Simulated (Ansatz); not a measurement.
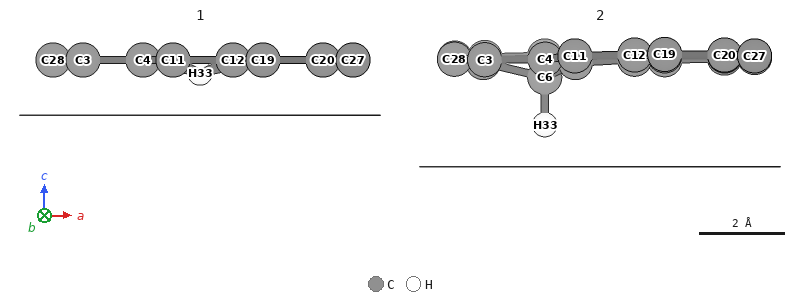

Two geometries of a slab of composition HC32, drawn at one scale. One is the start of a relaxation, the other its converged end. A ball-and-stick model of the cell of the calculation, outlined in the plane, without the vacuum (origin shifted), seen along the b axis.

Method: DFT PBE, scalar-relativistic, plane waves, PAW in Ansatz 0.2.0. (plane-wave cutoff 420 eV; k-point mesh 2 × 2 × 1; occupations fermi dirac; smearing width 0.05 eV; collinear spin; atoms relaxed in a fixed cell; force threshold 0.08 eV/Å; at most 25 steps)

Q: Which of the two is the end point?

A: Structure 2 is the relaxed one. It is H on graphene monolayer, set down by a guess. The run prepares the start of a later molecular dynamics calculation, from a guessed geometry. After 14 geometry steps the energy has fallen by 3.996 eV per cell of the calculation. The largest force component goes from 2.1 to 0.018 eV/Å. The atom that moves furthest relative to the layer's centre is the H atom (1.79 Å at 47° to the normal (−c side)). By element the largest moves are H 1.79 Å, C 0.41 Å. The cell stays as it was. Some distances before and after: C–H 1.526 → 3.239 Å, C–H 1.488 → 2.915 Å, C–H 1.419 → 2.073 Å, C–H 1.388 → 1.127 Å. Among the angles between lasting bonds that change: C–C–H 167.1° → 103.5°, C–C–H 60.6° → 103.4°, C–C–C 120.0° → 114.8°. The program noted that the starting moments weren't kept. Cost: 2.9 min on 4 threads of Intel(R) Xeon(R) Platinum 8488C (Sapphire Rapids) (shared host), peak memory 2.3 GiB.

Limits of the set-up: the program's low-accuracy preset was used.
